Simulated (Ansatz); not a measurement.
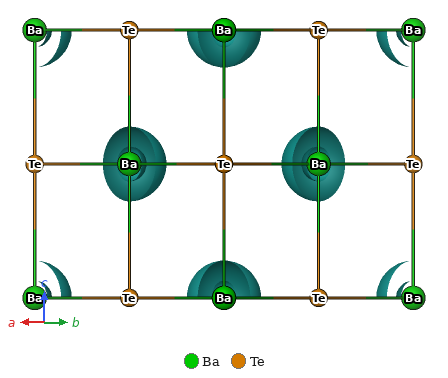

The picture shows: BaTe. Density of the Kohn–Sham states from −12.5 to −11.8 eV about the valence-band maximum (a separate group of bands), scaled to one electron a cell: teal surface at 0.1 1/Å³, in the conventional cell seen along [110].

Space group Fm-3m. Spin-orbit coupling, left out here, splits and shifts the levels of such heavy elements, by tenths of an eV up to several eV.

Computed with Ansatz, DFT PBEsol, scalar-relativistic, plane waves, PAW.

Core electrons are frozen (PAW), so the fields are smoothed inside the atomic spheres.

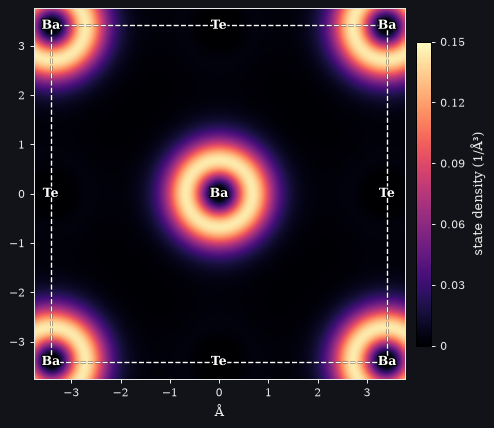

Also shown: a map on the (001) plane of the conventional cell.

### What is the character of these states?

Projected on a minimal set of atomic orbitals (Löwdin), they are Ba 5p (95 %).
- In space (atomic cells sized by Bader volumes) the density divides as Ba about 90 % and Te about 10 %.
- The group holds 6 electrons when full, in the cell of the calculation (2 atoms).

Run time: 6.5 s on 1 thread of Arm Neoverse N1 (shared host), peak memory 0.36 GiB.
